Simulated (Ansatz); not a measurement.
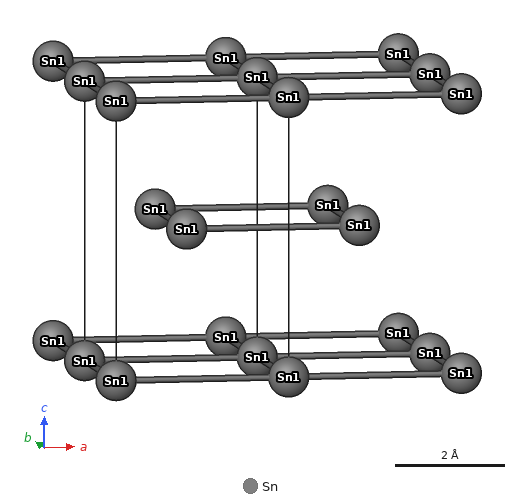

The starting point is crystalline Sn (set up in I4/mmm). Style: ball-and-stick. Shown: the conventional cell (2 times the calculation's cell), repeated 2 × 2 × 1 with one cell outlined, slightly off an axis. Lengths and directions refer to the drawn axes.

All numbers below come from Ansatz, DFT r2SCAN, scalar-relativistic, plane waves, PAW. Set-up: plane-wave cutoff 500 eV; k-point mesh 18 × 18 × 18; occupations gaussian; smearing width 0.1 eV; no spin polarisation.

Now this is done to it. The volume is changed by +6.0 %. The atoms are relaxed in that cell.

**What is the effect?**

Cell: a = b 3.242 → 3.306 Å (+2.0 %), c 5.199 → 5.301 Å (+2.0 %). Volume +6.0 %. No atom moves by more than 0.005 Å relative to the cell. Some distances before and after: Sn–Sn 3.242 → 3.306 Å. The space group stays I4/mmm (No. 139). The energy rises by 14.0 meV per atom. Pressure: 0.0 GPa before, −2.6 GPa after. Both are metals.

Drawn alike, the variant:

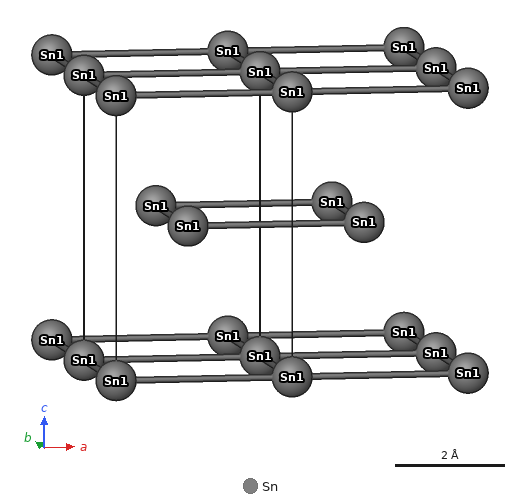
